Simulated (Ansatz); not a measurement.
Input file:

```
crystal:
  lattice:
    - [-5.6998369331, 5.6998369331, 0.0]
    - [0.0, 5.6998369331, -5.6998369331]
    - [-5.6998369331, 0.0, -5.6998369331]
  atoms:
    - { symbol: "N", position: [0.0278902595, 0.0278902595, 0.9163292216] }
    - { symbol: "N", position: [0.0278902595, 0.9163292216, 0.5278902595] }
    - { symbol: "N", position: [0.5278902595, 0.4163292216, 0.0278902595] }
    - { symbol: "N", position: [0.9163292216, 0.5278902595, 0.5278902595] }
    - { symbol: "N", position: [0.4163292216, 0.0278902595, 0.0278902595] }
    - { symbol: "N", position: [0.5278902595, 0.0278902595, 0.5278902595] }
    - { symbol: "N", position: [0.0278902595, 0.5278902595, 0.0278902595] }
    - { symbol: "N", position: [0.9721010871, 0.9721010871, 0.0836967387] }
    - { symbol: "N", position: [0.4721010871, 0.4721010871, 0.5836967387] }
    - { symbol: "N", position: [0.4721010871, 0.5836967387, 0.9721010871] }
    - { symbol: "N", position: [0.9721010871, 0.0836967387, 0.4721010871] }
    - { symbol: "N", position: [0.5836967387, 0.9721010871, 0.9721010871] }
    - { symbol: "N", position: [0.0836967387, 0.4721010871, 0.4721010871] }
    - { symbol: "N", position: [0.9721010871, 0.4721010871, 0.9721010871] }
    - { symbol: "N", position: [0.4721010871, 0.9721010871, 0.4721010871] }
basis:
  ecutwfc: 420
kpoints:
  mp_grid: { grid: [4, 4, 4] }
hamiltonian:
  xc: pbe
  dispersion: d3bj
scf:
  occupations: { method: gaussian, width: 0.05 }
output:
  forces: true
  stress: true
  eigenvalues: true
  write_density: true
  write_potential: true
  elf: true
  volumetric_format: npy
relax:
  adjacent_minimum: "off"
  f_tol: 0.02
  max_steps: 50
```

Launched as:

```sh
ansatz run input.yaml --threads 4 --pin off --max-ram 9216MiB --backend cpu --events-out ev --progress --plain --runs-dir out
```

The fields are those of the relaxed geometry.

Computed without spin polarisation.

Method: DFT PBE+D3(BJ), scalar-relativistic, plane waves, PAW in Ansatz.

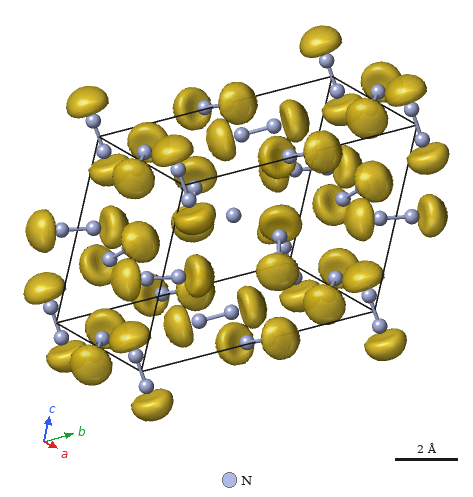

N (cell with a defect). Isosurface of the ELF at 0.9 (yellow), seen slightly off an axis. Core shells and regions of very low density are left out. Sticks mark near contacts.

Question: Describe the localisation domains.

Answer: The surface consists of 14 lobes on N, pointing away from the bonds (lone pairs), counted in one cell of 15 atoms. Regions shared between cells count once. Profiles from the grid: N–N (1.10 Å): the ELF peaks at about 0.85 between the atoms.
